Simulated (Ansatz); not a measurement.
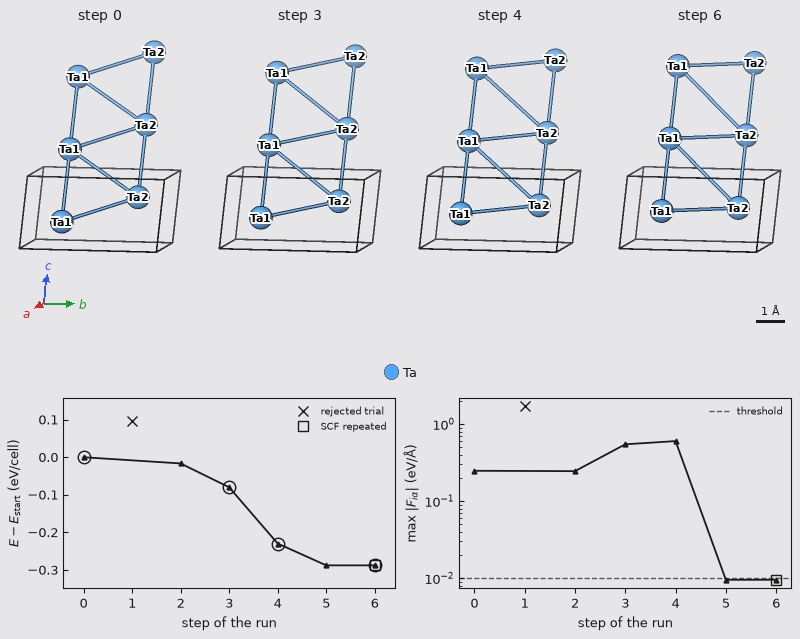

Frames of a relaxation of solid Ta (set up in P-1), marked on the history of the run. Style: ball-and-stick. Shown: the cell of the calculation, reduced to other axes, repeated 1 × 1 × 3 with one cell outlined, slightly off an axis. Lengths and directions refer to the drawn axes.

Method: DFT PBEsol, scalar-relativistic, plane waves, PAW (Ansatz 0.2.0). Settings: plane-wave cutoff 420 eV; k-point mesh 12 × 12 × 8; occupations gaussian; smearing width 0.15 eV; no spin polarisation; atoms relaxed in a fixed cell; force threshold 0.01 eV/Å; at most 80 steps.

What happens along the run?

Answer. The largest moves, 0.39 Å, are those of Ta1 and Ta2. Ta1 goes along [1 0 2]. The cell stays as it was. Among the contacts that change: Ta1–Ta2 3.046 → 3.553 Å, Ta1–Ta2 (another image) 3.080 → 3.553 Å, Ta1–Ta2 (another image) 3.056 → 2.921 Å, Ta1–Ta2 (another image) 3.027 → 2.922 Å. Within 0.06 Å the space group is P2_1/m at the start and Fmmm at the end; at a tighter tolerance small leftover displacements or strains of the cell lower it. Over 4 accepted moves (6 points after the start) the energy falls by 0.288 eV per cell of the calculation. Largest force component: 0.25 eV/Å at the start, 0.0096 eV/Å at the end. The line search rejected the trial step at point 1 of the run. 1 step only repeated the SCF at the same geometry. The run took 44 s on 2 threads of Intel(R) Xeon(R) Platinum 8488C (Sapphire Rapids) (shared host), peak memory 0.65 GiB. From step 0 to 3: Ta atoms move most (0.15 Å), energy −80.0 meV per cell of the calculation. From step 3 to 4: Ta atoms move most (0.15 Å), energy −0.150 eV per cell of the calculation. From step 4 to 6: Ta atoms move most (0.10 Å), energy −58.1 meV per cell of the calculation.
